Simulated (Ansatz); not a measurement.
LiCl

Input file:

```
crystal:
  lattice:
    - [0.0, 2.56477, 2.56477]
    - [2.56477, 0.0, 2.56477]
    - [2.56477, 2.56477, 0.0]
  atoms:
    - { symbol: Cl, position: [0.5, 0.5, 0.5] }
    - { symbol: Li, position: [0.0, 0.0, 0.0] }
hamiltonian:
  xc: b3lyp
  pseudopotentials: { kind: paw }
kpoints:
  mp_grid: { grid: [5, 5, 5] }
scf:
  occupations: { method: fermi_dirac, width: 0.05 }
output:
  forces: true
  stress: true
  write_density: true
  write_potential: true
  elf: true
  volumetric_format: npy
relax:
  f_tol: 0.01
  max_steps: 40
  cell: { stress_tol: 0.05 }
```

Run with:

```sh
ansatz run input.yaml --threads 2 --pin off --max-ram 5632MiB --backend cpu --events-out ev --progress --plain --runs-dir out
```

Below, planes, directions and counts refer to the conventional cell (a = 5.18 Å, b = 5.18 Å, c = 5.18 Å, α = 90.00°, β = 90.00°, γ = 90.00°).

The fields are those of the relaxed geometry.

Space group Fm-3m.

These are results of Ansatz 0.2.0, Kohn-Sham DFT of a periodic cell, B3LYP, Ansatz PAW, not measurements.

### What can the converged valence pseudo-density and electron localisation function tell about the bonding?

Li–Cl (2.59 Å): ρ at the midpoint is about 0.21 e/Å³; the ELF peaks at about 0.90 in the valence shell of Cl, 0.8 Å from its nucleus, and falls to about 0 next to Li; a closed-shell, largely ionic contact.

### Metal or insulator at this level of theory?

It is gapped, with a Kohn–Sham gap of 8.0 eV on the k-point mesh, an upper bound to the gap of this method.

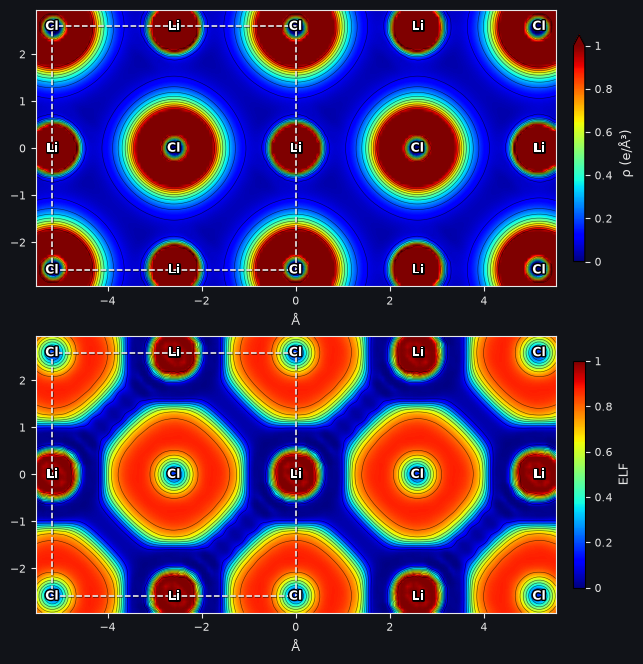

Computed valence pseudo-density and electron localisation function on the (010) plane of the conventional cell, in this order. 

The density is the valence pseudo-density of a PAW calculation; it isn't the true density close to the nuclei.
